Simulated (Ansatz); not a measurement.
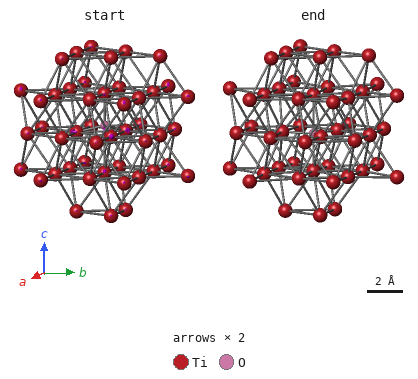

The structure of a defect cell of composition Ti18O before (left) and after (right) a relaxation, at one scale. The purple arrows give the displacements, magnified 2 times.

Style: ball-and-stick. Shown: the atoms within 5.8 Å of the atom that moves most (axes of the larger cell on standard axes (3 times the calculation's cell) (origin shifted)), slightly off an axis.

Case: O interstitial, charge +0, atoms relaxed.

The calculation used Ansatz 0.2.0, DFT PBEsol, scalar-relativistic, plane waves, PAW.

The input:
```yaml
crystal:
  lattice:
    - [4.3506528002, -2.5118505654, -4.5909904469]
    - [-4.3506528002, -2.5118505654, -4.5909904469]
    - [0.0, 5.0237011307, -4.5909904469]
  atoms:
    - { symbol: Ti, position: [0.1388888889, 0.4722222222, 0.1388888889] }
    - { symbol: Ti, position: [0.8055555556, 0.4722222222, 0.4722222222] }
    - { symbol: Ti, position: [0.4722222222, 0.1388888889, 0.1388888889] }
    - { symbol: Ti, position: [0.4722222222, 0.4722222222, 0.8055555556] }
    - { symbol: Ti, position: [0.1388888889, 0.1388888889, 0.4722222222] }
    - { symbol: Ti, position: [0.8055555556, 0.8055555556, 0.1388888889] }
    - { symbol: Ti, position: [0.8055555556, 0.1388888889, 0.8055555556] }
    - { symbol: Ti, position: [0.4722222222, 0.8055555556, 0.4722222222] }
    - { symbol: Ti, position: [0.1388888889, 0.8055555556, 0.8055555556] }
    - { symbol: Ti, position: [0.1944444444, 0.1944444444, 0.8611111111] }
    - { symbol: Ti, position: [0.8611111111, 0.1944444444, 0.1944444444] }
    - { symbol: Ti, position: [0.5277777778, 0.8611111111, 0.8611111111] }
    - { symbol: Ti, position: [0.5277777778, 0.1944444444, 0.5277777778] }
    - { symbol: Ti, position: [0.1944444444, 0.8611111111, 0.1944444444] }
    - { symbol: Ti, position: [0.8611111111, 0.5277777778, 0.8611111111] }
    - { symbol: Ti, position: [0.8611111111, 0.8611111111, 0.5277777778] }
    - { symbol: Ti, position: [0.5277777778, 0.5277777778, 0.1944444444] }
    - { symbol: Ti, position: [0.1944444444, 0.5277777778, 0.5277777778] }
    - { symbol: O, position: [0.6694408332, 0.6702844554, 0.0088010157] }
basis:
  ecutwfc: 420
  xc_grid: 2
kpoints:
  mp_grid: { grid: [4, 4, 4], shift: [0.5, 0.5, 0.5] }
hamiltonian:
  xc: pbesol
scf:
  occupations: { method: gaussian, width: 0.1 }
output:
  forces: true
  stress: false
  eigenvalues: true
  write_density: true
  write_potential: true
  elf: true
  volumetric_format: npy
relax:
  adjacent_minimum: "off"
  f_tol: 0.02
  max_steps: 60
```

Launched with:
```bash
ansatz run input.yaml --threads 4 --pin off --max-ram 8192MiB --backend cpu --events-out ev --progress --plain --runs-dir out
```

Q: What changed between the two?

A: The largest move is that of O19, 0.46 Å along −c. Largest moves by element: O 0.46 Å, Ti 0.21 Å. The cell stays as it was. Near-neighbour distances that change, for instance: Ti4–O19 2.748 → 2.167 Å, Ti6–O19 1.843 → 2.231 Å, Ti12–Ti15 2.900 → 3.252 Å, Ti10–Ti12 2.900 → 2.727 Å. Bond angles that change, for instance: Ti6–O19–Ti17 106.2° → 89.1°, Ti4–O19–Ti12 74.7° → 90.9°, Ti6–O19–Ti12 104.7° → 89.1°. Over 7 geometry steps the energy falls by 1.397 eV per cell of the calculation. Largest force component: 5.8 eV/Å at the start, 0.01 eV/Å at the end.

Limits of the set-up: the periodic images lie only 6.8 Å apart, so the values are limited by the cell's size.
